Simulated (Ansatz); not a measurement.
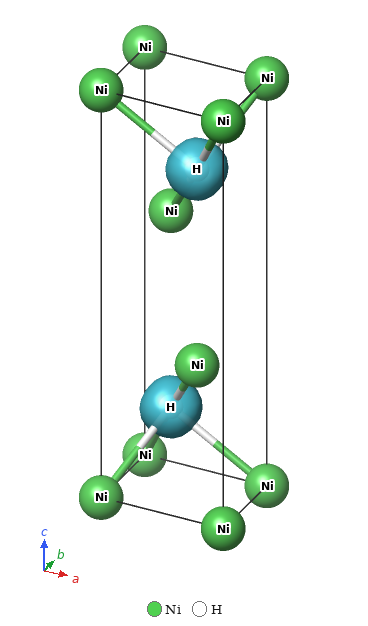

Ni₃H₂. Isosurface of the ELF at 0.75 (cyan), seen slightly off an axis. Only the valence region is drawn (cores and ρ < 0.01 e/Å³ removed). Sticks mark near contacts.

Space group P-3m1; started from the A-type sesquioxide_164 prototype, which need not be the ambient phase; computed without spin polarisation.

Computed with Ansatz, DFT PBE, scalar-relativistic, plane waves, PAW.

Question: Describe the localisation domains.

Answer: The ELF exceeds this value in two regions around hydrogen nuclei, counted in one cell of 5 atoms. Any copies at cell faces, edges or corners count once.

Values along the shortest contacts:
Ni–H (1.81 Å): the ELF climbs to about 0.95 towards the hydrogen. Ni–H (1.87 Å): the ELF climbs to about 0.95 towards the hydrogen.

Question: Does the calculation give a band gap?

Answer: It is metallic or semimetallic at this level of theory: no gap opens.
